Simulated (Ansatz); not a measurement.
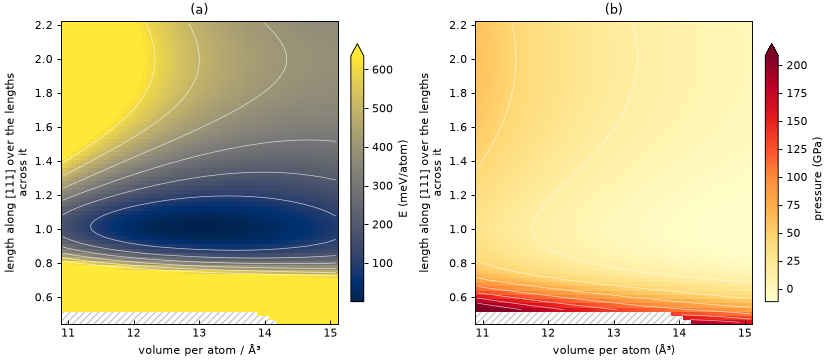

ZnCu (Pm-3m, No. 221; 2 atoms in the cell). The energy is mapped over volume and the cell's shape. The first coordinate is: volume per atom; the second: length along [111] over the lengths across it, relative to the cubic cell. Nothing is relaxed (symmetry fixes all fractional coordinates). The scan uses a 7 × 9 grid. At 5 points there is no value (left out of the scan, as a rule where atoms come close). Points are written as (first, second). Energies are in meV/atom, from the lowest grid point. Method: Ansatz 0.2.0, DFT PBE, scalar-relativistic, plane waves, PAW. Settings: cutoff 520 eV, k-mesh 16×16×16, gaussian smearing 0.15 eV, no spin polarisation.

Panel (a) is the energy; panel (b) is the computed pressure, in GPa.

The picture shows a smooth colour map with a few white contour lines, one colour for all values above the top of the scale, hatched blanks where no value was computed. Between grid points the surface is interpolated.

> How does the pressure vary over the map, and what is it at the lowest grid point?

Leaving out the highest fifth of the energies, it runs from −12 GPa at (15.08 Å³, 1.000) to 59 GPa at (10.92 Å³, 1.813). At the lowest grid point, (13.00 Å³, 1.000), it is 0 GPa. The pressure is minus the slope of the energy with volume, so it vanishes at the true minimum, which need not be a grid point.
